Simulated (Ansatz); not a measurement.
MgI$_{2}$

```
Mg I
1.0
    -2.10360   -3.64354    0.23140
    -2.10360    3.64354    0.23140
     0.85929    0.00000   -7.70783
Mg I
1 2
Cartesian
  0.0000 0.0000 0.0000
  -2.2811 -1.2075 -1.4221
  -1.0669 1.2075 -5.8229
```

Space group P-1; changed on purpose from its base cell (engineering shear strain xz -0.2200, normal strain along z -0.0133).

These are results of DFT PBE, scalar-relativistic, plane waves, PAW (Ansatz 0.2.0), not measurements.

Core electrons are frozen (PAW), and the valence fields are smoothed inside the atomic spheres.

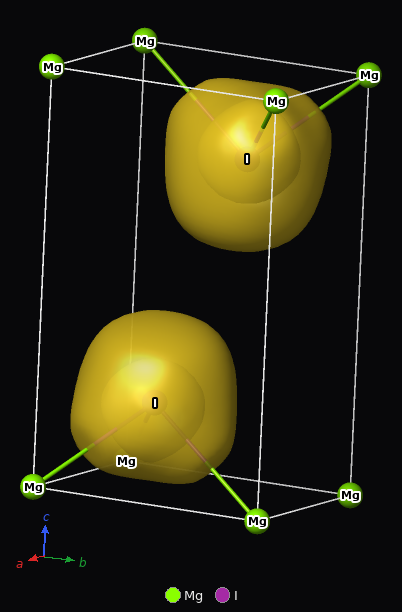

Figure 1. Isosurface of the electron localisation function at 0.65 (yellow), seen slightly off an axis. Core shells and regions of very low density are left out. Sticks mark near contacts.

Describe the localisation domains.

Answer. At this value the surface marks out two regions wrapped around I (the valence shell of each), counted in one cell of 3 atoms. Regions shared between cells count once. Profiles from the grid: Mg–I (2.95 Å): the ELF peaks at about 0.85 in the valence shell of I, 1.4 Å from its nucleus, and falls to about 0.05 next to Mg: an ionic contact with no shared pair.

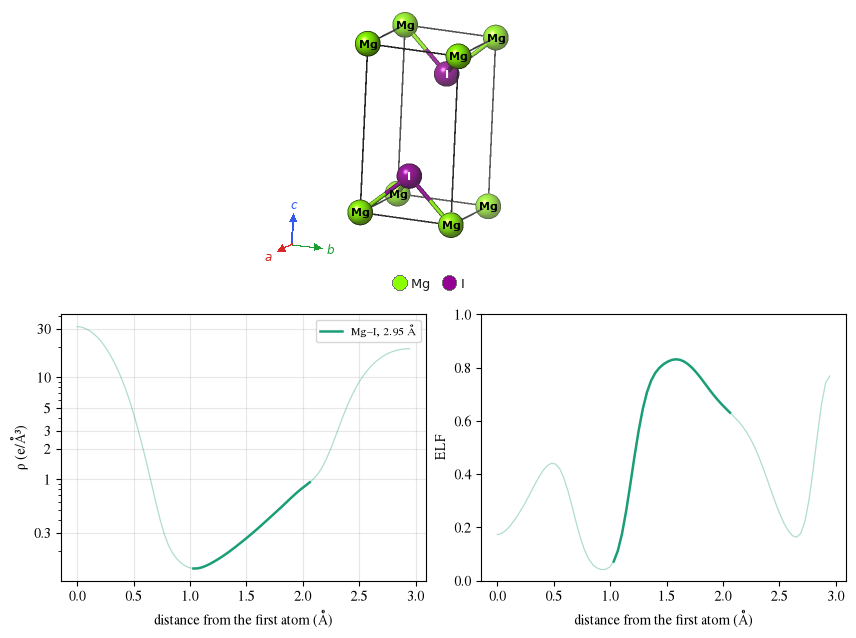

Figure 2. Valence charge density (pseudo) and ELF along straight lines between neighbouring atoms. Thin, pale parts lie inside the atomic spheres. The structure is drawn too.

What kind of bonding do the profiles show?

Answer. Mg–I (2.95 Å): ρ is about 0.25 e/Å³ halfway; the ELF peaks at about 0.85 in the valence shell of I, 1.4 Å from its nucleus, and falls to about 0.05 next to Mg (an ionic contact with no shared pair).

Metal or insulator at this level of theory?

Answer. It is gapped, with a Kohn–Sham gap of 3.5 eV on the k-point mesh, an upper bound to the gap of this method.
